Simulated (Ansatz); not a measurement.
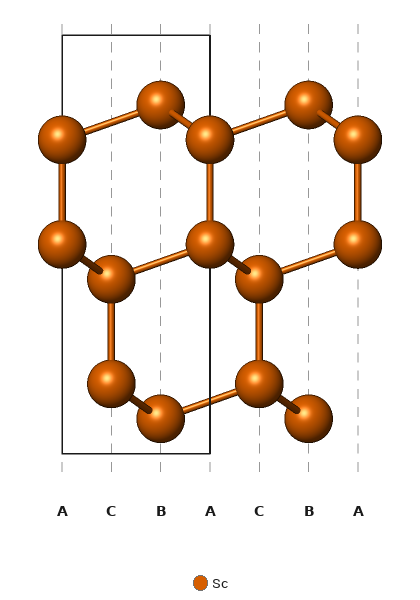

The picture looks along a close-packed row of the hexagonal mesh; [111] points upwards. The dashed lines mark the three columns A (0, 0), B (1/3, 2/3) and C (2/3, 1/3). The box is the hexagonal cell of the face-centred cubic lattice. The sequence starts with the first layer at or above the cell's origin.

System Sc (space group Fd-3m, No. 227); source of the atomic positions: coordinates from a relaxation with DFT, PBE, plane waves (420 eV) with PAW, scalar-relativistic (Ansatz); the starting structure was generated, so it need not be a known form of this composition.

> Give the sequence of layers in one repeat, with element and column.

Sc(B) – Sc(C) – Sc(C) – Sc(A) – Sc(A) – Sc(B) (six layers in 11.38 Å).
